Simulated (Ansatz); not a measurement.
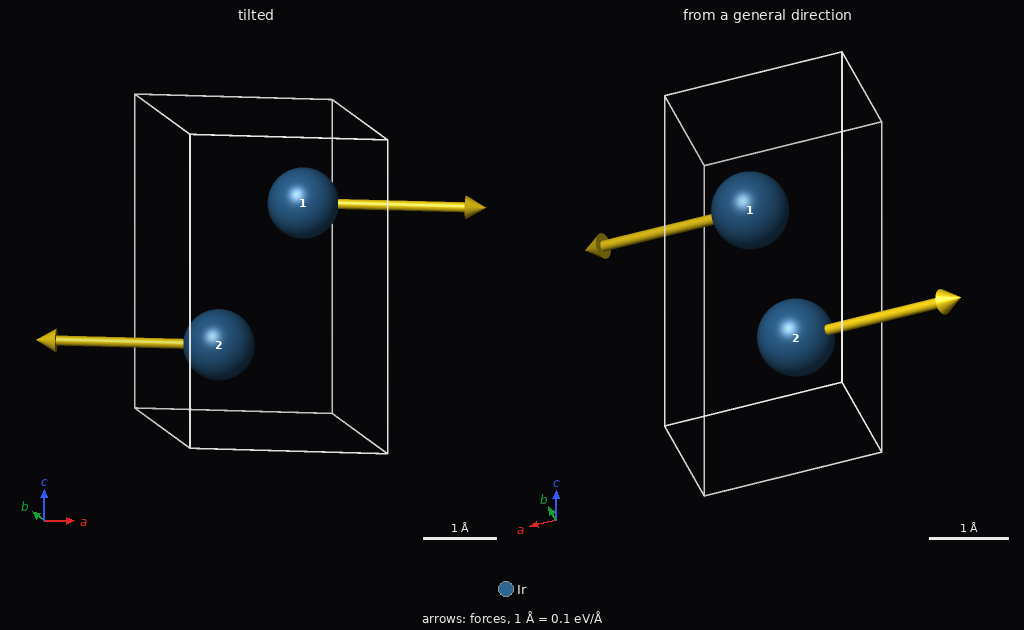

The figure gives a spheres-only picture of the atoms, viewed slightly off an axis and from a general direction. The edges of the simulation cell are marked. The arrows are the computed forces on the atoms.

System: Ir. Run with Ansatz 0.2.0, DFT PBEsol, scalar-relativistic, plane waves, PAW and these settings: 420 eV cutoff, 18×18×12 k-mesh, Gaussian smearing of 0.15 eV, no spin polarisation.

Q: Could this be the end point of a relaxation?

A: No. The atoms still feel forces of up to about 0.21 eV/Å, far above a usual threshold of 0.01 to 0.03 eV/Å.

Q: On which atom is the force largest?

A: Ir1 and Ir2, about 0.21 eV/Å.

The structure comes from a structure listed in the Materials Project. The cell was then strained or its atoms displaced on purpose. It went into a calculation with Ansatz.
